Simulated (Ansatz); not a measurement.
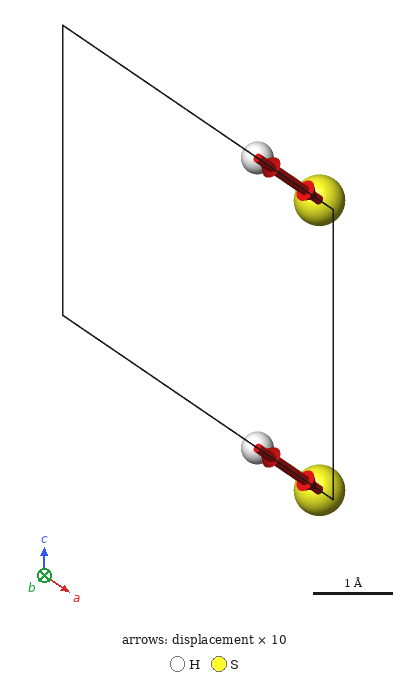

This is a relaxation of solid HS (a generated structure, set up in Imm2) (coarse preliminary run). The starting structure is drawn; red arrows show the displacements (the part carried along by the change of the cell is left out), magnified 10 times.

Style: ball-and-stick. Shown: the cell of the calculation, along the b axis.

Case: Cl → S on all its sites, cell and atoms relaxed.

Computed with DFT PBE, scalar-relativistic, plane waves, PAW (Ansatz 0.2.0). (plane-wave cutoff 420 eV; k-point mesh 6 × 6 × 6; occupations gaussian; smearing width 0.1 eV; no spin polarisation; cell and atoms relaxed; force threshold 0.05 eV/Å; at most 60 steps)

**What did the optimiser do to the structure, and how much energy did it gain?**

The largest moves relative to the cell, 0.13 Å, are those of H and S atoms. Largest moves by element: H 0.13 Å, S 0.13 Å. Cell: a = b = c 4.176 → 4.039 Å (−3.3 %), α 117.9° → 139.0°, β 117.7° → 138.4°, γ 93.8° → 59.8°. Volume −46.6 %. Some distances before and after: S–S 4.308 → 2.827 Å, S–S 4.318 → 2.866 Å, H–S 1.310 → 1.356 Å. The space group stays Imm2 (No. 44). After 12 accepted moves (14 points after the start) the energy has fallen by 474 meV per atom. Largest force component: 1.3 eV/Å at the start, 0.01 eV/Å at the end. The pressure goes from −0.12 to 0.04 GPa. The line search rejected the trial step at point 12 of the run. The SCF was repeated once at an unchanged geometry on a basis and grid sized afresh for the cell, which shifted the energy by 0.5 meV per atom at most.
